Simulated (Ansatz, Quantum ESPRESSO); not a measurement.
# Evanescent states of CaO, rock salt type, lattice constant set to 4.743 Å, part 4 of 4

Wanted: the complex band structure of CaO, rock salt type, lattice constant set to 4.743 Å, as for a tunnel barrier.

Quantum ESPRESSO 7.5; plane-wave DFT, LDA, PseudoDojo norm-conserving pseudopotentials; cross-check by Ansatz 0.2.0 with PAW datasets.

So far. Step 2 (Ground state): The run needed 17 iterations to bring the estimated error under 1e-09 Ry.

### Step 6. The same in Ansatz

As a check, the same structure is run in Ansatz.

Level of this step: plane-wave DFT, LDA, Ansatz PAW (Ansatz 0.2.0).

Input file input.yaml:

```yaml
crystal:
  lattice:
    - [3.3538074632, 0.0, 0.0]
    - [0.0, 3.3538074632, 0.0]
    - [0.0, 0.0, 4.743]
  atoms:
    - { symbol: Ca, position: [0.0, 0.0, 0.0] }
    - { symbol: O, position: [0.5, 0.5, 0.0] }
    - { symbol: Ca, position: [0.5, 0.5, 0.5] }
    - { symbol: O, position: [0.0, 0.0, 0.5] }
kpoints:
  mp_grid: { grid: [8, 8, 6] }
hamiltonian:
  xc: lda
scf:
  occupations: { method: fixed }
  convergence: { dr2_threshold: 1.0e-09 }
output:
  transmission:
    leads: [[0, 0]]
    kpoints: [[0, 0], [0.5, 0], [0.5, 0.5], [0.25, 0]]
    e_range: [-2.07, 6.9]
    de: 0.23
```

Launch:

```sh
ansatz run input.yaml --threads 2 --pin off --max-ram 4096MiB --backend cpu --events-out ev --progress --plain --runs-dir out
```

Numbers of over 12 decimals in the logs are rounded to 6 here.

Output:

```text
Engine: ansatz 0.2.0, aarch64-unknown-linux-gnu
Pseudopotentials: kind: paw
Pseudopotential: Ca, paw, valence charge 10, recommended cutoff 420 eV (normal), Ca.paw.azcp
Pseudopotential: O, paw, valence charge 6, recommended cutoff 420 eV (normal), O.paw.azcp
Functional definition: SPW92
  exchange = slater_x
  correlation = pw_c
Crystal: 4 atoms, lattice volume = 53.349 Å³
Basis set: ecut = 420 eV, 1055 PW (Γ)
Bands: 20, of which v1, the nominal top of the filled ones, is band 16 counted from 1 (15 counted from 0)
Symmetry: 32 space group operations
Space group: Fm-3m (ITA 225), of the structure as read, at distance tolerance 3.8e-5 Å
k-points: 60 of 384
Non-local potential: Ca, projectors of the file, l = 0: 3, l = 1: 2, l = 2: 2
Non-local potential: O, projectors of the file, l = 0: 2, l = 1: 2, l = 2: 1
PAW form: soft (Blöchl's): semilocal exchange-correlation on the pseudo side does not see the compensation charge
PAW frozen core: Ca, regenerated for the run's functional, and the local potential with it (the file was generated under x = pbe(κ = 0.804, μ = 0.219515), c = pbe(β = 0.066725))
PAW frozen core: O, regenerated for the run's functional, and the local potential with it (the file was generated under x = pbe(κ = 0.804, μ = 0.219515), c = pbe(β = 0.066725))
PAW one-centre angular grid: Ca, 110 points (default); XC on 64 Gauss nodes
PAW one-centre angular grid: O, 110 points (default); XC on 64 Gauss nodes
Initial density: superposition of atomic densities (neutral atoms: chi_scale 0, normalization atom), corrected by the library's trained network
Initial wavefunctions: pseudopotential atomic-orbital guess
Functional: x = slater, c = lda
SCF iter   1: F=—  HF=-4663.307446 eV  |F-HF|=—  |Δ(HF+E_count)|=         —  Δρ=1.68e-2  dr2=1.46e-1  ethr=1.77e-3  ⟨swp⟩=4.0  Hψ=5339  notcnv=0  defer=86
preconditioner: auto → none  [insulator: Δε(μ)=3.205 eV  Ē_g=16.870 eV  n_scr=14 (ndim 8)  ℏωp=26.9 eV  f_vac=0.000  ε∞_Penn≈3.5]
SCF iter   2: F=—  HF=-4663.292407 eV  |F-HF|=—  |Δ(HF+E_count)|=   1.50e-2  Δρ=1.50e-2  dr2=9.23e-2  ethr=4.55e-4  ⟨swp⟩=2.1  Hψ=2298  notcnv=0  defer=101
SCF iter   3: F=—  HF=-4663.269771 eV  |F-HF|=—  |Δ(HF+E_count)|=   2.26e-2  Δρ=2.48e-3  dr2=2.00e-3  ethr=2.89e-4  ⟨swp⟩=2.1  Hψ=1775  notcnv=0  defer=114
SCF iter   4: F=—  HF=-4663.269157 eV  |F-HF|=—  |Δ(HF+E_count)|=   6.13e-4  Δρ=5.84e-4  dr2=5.14e-5  ethr=6.25e-6  ⟨swp⟩=2.1  Hψ=1759  notcnv=0  defer=116
SCF iter   5: F=—  HF=-4663.269140 eV  |F-HF|=—  |Δ(HF+E_count)|=   1.67e-5  Δρ=8.42e-5  dr2=2.96e-6  ethr=1.61e-7  ⟨swp⟩=2.0  Hψ=1655  notcnv=0  defer=83
SCF iter   6: F=—  HF=-4663.269141 eV  |F-HF|=—  |Δ(HF+E_count)|=   6.01e-7  Δρ=8.02e-6  dr2=2.49e-8  ethr=9.26e-9  ⟨swp⟩=2.0  Hψ=1623  notcnv=0  defer=37
SCF iter   7: F=-4663.269141 eV  HF=-4663.269141 eV  |F-HF|=1.50e-10  |Δ(HF+E_count)|=   2.69e-9  Δρ=8.12e-7  dr2=2.67e-10  ethr=3.13e-12  ⟨swp⟩=4.4  Hψ=5326  notcnv=0
SCF 1 converged in 7 iterations: F = -4663.269141 eV  dr2 = 2.67e-10
  greatest PAW one-centre occupation: 0.996 electrons in one spin orbital (limit 2), on the Ca atom at site 2 (counted from 0), in its partial waves of l = 0
transmission: 8 of 32 steps passed
transmission: 16 of 32 steps passed
transmission: 24 of 32 steps passed
transmission: 32 of 32 steps passed
SCF converged after 7 iterations
Free energy (F): -4663.269141 eV
Harris-Foulkes:  -4663.269141 eV  (|F-HF|=1.50e-10)
Internal energy: -4663.269141 eV  (E = F + TS)
E sigma→0 (E₀):  -4663.269141 eV
Fermi energy:    7.734556 eV
--- Per-component energies (eV) ---
  E_band       = -192.594384
  E_kinetic    = 910.122033
  E_local      = -1743.679417  (includes V_loc(G=0)·N_el)
  E_nonlocal   = 233.811642
  E_hartree    = 572.461236
  E_xc         = -420.032179
  E_vxc        = -532.518505  (∫ρ·V_xc dr)
  E_paw        = -1926.651075  (= ΣΔE_a)
  E_vpaw       = -205.257306  (= ΣTr[D̂ρ^β])
  E_aug_tail   = 0.004836  (compensation charges beyond the density's cutoff)
  E_ewald      = -2290.066391
  E_core_change = 0.760175  (= ΣΔE_core)
  E_smearing   = -0.000000  (= −TS)
  E_closure    = -0.000000  (closes the sum)
  Σ components = -4663.269141   (vs F -4663.269141, Δ=0.00e0)
--- Band table (eV; the first three rows and the last of 60) ---
  k-point 0: bands = [... 12 lower, 7.3690, 7.7346, 7.7346, 7.7346, 11.2002, 12.6306, 13.9548, 13.9548]
  k-point 1: bands = [... 12 lower, 7.3665, 7.3665, 7.6726, 7.6726, 11.3332, 13.0259, 13.6809, 14.2390]
  k-point 2: bands = [... 12 lower, 7.3756, 7.3756, 7.5407, 7.5407, 11.7205, 13.0374, 13.7594, 14.9842]
  k-point 59: bands = [... 12 lower, 6.6635, 6.6635, 6.6635, 6.6635, 14.0580, 14.0580, 14.0580, 14.0580]
--- Transmission ---
  basis      : 97 plane waves across, 8 finite elements along
  points     : 4, as listed
  energies   : 40 from -2.070000 to 6.900000 eV about the Fermi level, 0.230000 eV apart; the leads are filled to 1.732815 eV, and channels, transmission and decay are at 1.840000 eV
  crystal 0  : Ca2O2, at the sites [0, 0], period 4.7430 Å: whole cells are its period
    offset         : up to 0.0000 Å between an atom of the period and one for which it stands
    channels       : 0.000000e0 a spin
    conductance    : none, the energies end too early or step too widely for 300 K: set another output.transmission.e_range or a lower de, or, where they end at an eighth of basis.ecutwfc, a higher one
    slowest decay  : 0.2986 /Å at (0.0000, 0.0000)
```

Elapsed: 23 s, on 2 threads of Arm Neoverse N1, shared host; peak memory 0.33 GiB; 28 s of CPU time.

This step gave:

- free energy: -4663.2691 eV
- gap by band count: 3.466 eV
- symmetry operations: 32
- slowest decay at the grid energy nearest mid-gap: 0.2986 Å⁻¹
- peak of the smallest κ at the zone centre: 0.3086 Å⁻¹
- peak of the smallest κ at (1/2, 0): 0.5856 Å⁻¹
- peak of the smallest κ at (1/2, 1/2): 0.3804 Å⁻¹
- peak of the smallest κ at (1/4, 0): 0.4021 Å⁻¹
- valence top, on the run's zero: 7.735 eV

K across = (0, 0) in the cell's reciprocal vectors; values within 0.0025 1/Å of each other count once, columns are sorted by size at each energy, a dash where no further value was kept. Table of Im kz of the slowest decaying states by energy, zero at the highest filled level of the SCF mesh:

```tsv
energy (eV)	decay 1 (Å⁻¹)	decay 2 (Å⁻¹)	decay 3 (Å⁻¹)
-2.07	0.217	1.000	1.32
-1.61	0.916	1.27	-
-0.92	0.279	0.729	1.19
-0.46	0.382	0.426	1.13
0.00	0.00933	0.0209	0.444
0.46	0.187	0.455	0.486
1.15	0.264	0.530	0.574
1.61	0.290	0.551	0.601
2.07	0.304	0.566	0.610
2.76	0.307	0.499	0.581
3.22	0.297	0.581	0.587
3.68	0.277	0.553	0.590
4.37	0.208	0.494	0.588
4.83	0.0812	0.441	0.584
5.29	0.371	0.577	0.625
5.75	0.271	0.534	0.567
6.44	0.186	0.409	0.545
6.90	0.309	0.328	0.525
```

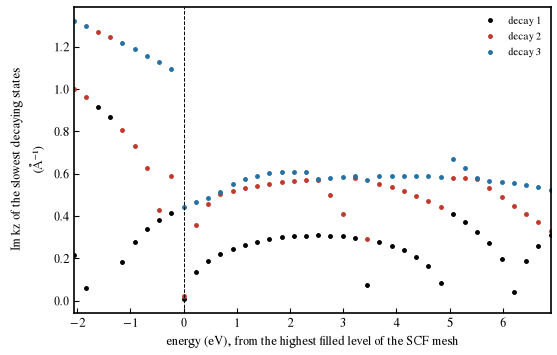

Im kz of the slowest decaying states, plotted against energy.

K across = (0, 0) in the cell's reciprocal vectors. The Re kz of states that move upwards by energy, zero at the highest filled level of the SCF mesh:

```tsv
energy (eV)	channel 1 (Å⁻¹)	channel 2 (Å⁻¹)	channel 3 (Å⁻¹)
-2.07	-	-	-
-1.61	-0.560	-0.325	-
-0.92	-0.339	-	-
-0.46	-0.218	-	-
0.00	-	-	-
0.46	-	-	-
1.15	-	-	-
1.61	-	-	-
2.07	-	-	-
2.76	-	-	-
3.22	-	-	-
3.68	0.281	-	-
4.37	0.590	-	-
4.83	-0.585	-	-
5.29	-0.445	0.220	-
5.75	-0.297	0.361	-
6.44	0.193	0.193	0.561
6.90	-0.634	0.350	0.350
```

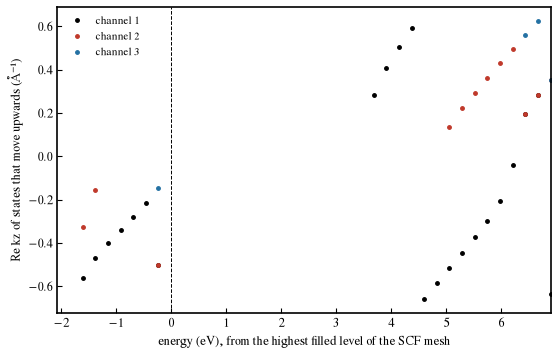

Re kz of states that move upwards, plotted against energy.

K across = (1/2, 0) in the cell's reciprocal vectors; values within 0.0025 1/Å of each other count once, columns are sorted by size at each energy, a dash where no further value was kept. The Im kz of the slowest decaying states by energy, zero at the highest filled level of the SCF mesh:

```tsv
energy (eV)	decay 1 (Å⁻¹)	decay 2 (Å⁻¹)	decay 3 (Å⁻¹)
-2.07	0.190	0.591	0.762
-1.38	0.204	0.336	0.469
-0.69	0.225	0.597	0.608
0.00	0.399	0.655	0.740
0.69	0.468	0.676	0.792
1.38	0.510	0.672	0.813
2.07	0.542	0.647	0.816
2.76	0.586	0.806	-
3.45	0.566	0.786	-
4.14	0.534	0.755	1.43
4.83	0.489	0.715	1.34
5.52	0.423	0.661	1.24
6.21	0.311	0.591	1.10
6.90	0.289	0.492	0.905
```

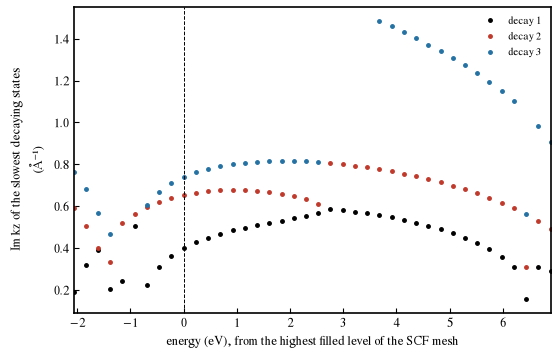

Im kz of the slowest decaying states, plotted against energy.

K across = (1/2, 1/2) in the cell's reciprocal vectors; values within 0.0025 1/Å of each other count once, columns are sorted by size at each energy, a dash where no further value was kept. Table of Im kz of the slowest decaying states by energy, zero at the highest filled level of the SCF mesh:

```tsv
energy (eV)	decay 1 (Å⁻¹)	decay 2 (Å⁻¹)	decay 3 (Å⁻¹)
-2.07	0.339	0.824	-
-1.38	0.0418	0.519	-
-0.69	0.936	-	-
0.00	0.226	0.274	1.04
0.69	0.345	0.369	1.10
1.38	0.377	0.405	1.13
2.07	0.341	0.441	1.15
2.76	0.261	0.461	1.16
3.45	0.0410	0.470	1.16
4.14	0.469	1.16	1.49
4.83	0.461	1.15	1.41
5.52	0.443	1.14	1.31
6.21	0.415	1.12	1.21
6.90	0.373	1.08	1.10
```

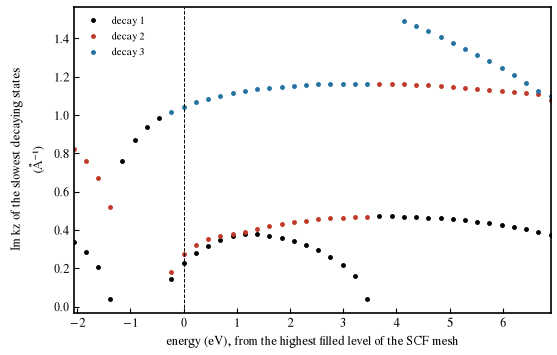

Im kz of the slowest decaying states, plotted against energy.

K across = (1/4, 0) in the cell's reciprocal vectors; values within 0.0025 1/Å of each other count once, columns are sorted by size at each energy, a dash where no further value was kept. The Im kz of the slowest decaying states by energy, zero at the highest filled level of the SCF mesh:

```tsv
energy (eV)	decay 1 (Å⁻¹)	decay 2 (Å⁻¹)	decay 3 (Å⁻¹)
-2.07	0.786	0.886	-
-1.38	0.0507	0.530	0.689
-0.69	0.416	0.426	0.487
0.00	0.198	0.473	0.556
0.69	0.313	0.517	0.616
1.38	0.364	0.548	0.628
2.07	0.390	0.567	0.617
2.76	0.401	0.579	0.587
3.45	0.401	0.540	0.584
4.14	0.394	0.468	0.583
4.83	0.339	0.370	0.525
5.52	0.270	0.435	0.565
6.21	0.105	0.294	0.552
6.90	0.168	0.561	0.602
```

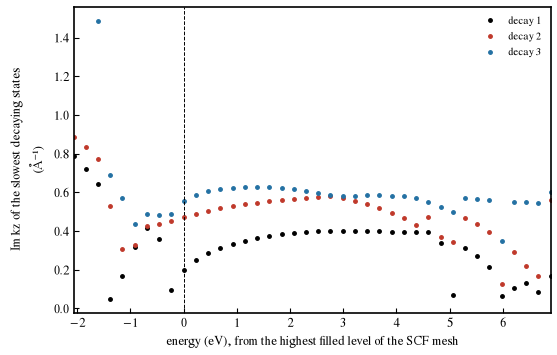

Im kz of the slowest decaying states against energy.

### Step 7. By hand

T falls as exp(−2κd). With κ = 0.295 1/Å, 10 Å of barrier pass exp(−2 × 0.295 × 10) = 0.0027 of that channel, interfaces aside.

### Step 8. Results

```
gap on the SCF mesh                                                  : 3.47 eV
smallest κ at mid-gap among the four k points, at the zone centre    : 0.295 Å⁻¹
peak of the smallest κ in the stop band at the zone centre           : 0.309 Å⁻¹
peak of the smallest κ in the stop band at (1/2, 0)                  : 0.586 Å⁻¹
peak of the smallest κ in the stop band at (1/2, 1/2)                : 0.380 Å⁻¹
peak of the smallest κ in the stop band at (1/4, 0)                  : 0.403 Å⁻¹
energy of the peak at the zone centre, over the highest filled level : 2.53 eV
peak at the zone centre by Ansatz                                    : 0.309 Å⁻¹
```

**Reading.** With a gap of 3.47 eV on the mesh, the smallest κ at mid-gap among the four k points, at the zone centre is 0.295 Å⁻¹ (LDA, PseudoDojo norm-conserving). For a barrier with the Fermi level at mid-gap the slowest state found, at the zone centre, loses a factor of ten in probability every 3.9 Å or so. Stop bands away from the zone centre are mostly wider than the gap, so their peaks can lie above the conduction bottom. At the zone centre pwcond's peak is 0.309 and Ansatz's 0.309 1/Å, 0 % apart. The cell is the a/√2 one, turned by 45°, with two primitive cells, so X along [001] folds onto kz = 0. A semilocal gap is too small, often by a third to a half and by more in narrow-gap crystals, so real barriers decay faster.

[Logs are printed without paths, hosts, clocks, repeated set-up lines and the standing remarks that a program may print on its own settings, such as how far it seeks lower states.]

[Hosts, paths, dates, database ids (printed as entryN), source tags and the programs' standing remarks are cut or masked in the printed files.]

[Maps of the electrostatic potential energy from Ansatz leave out the sawtooth potential of an applied field or a dipole correction, so their vacuum need not be flat; planar profiles and work functions include it.]
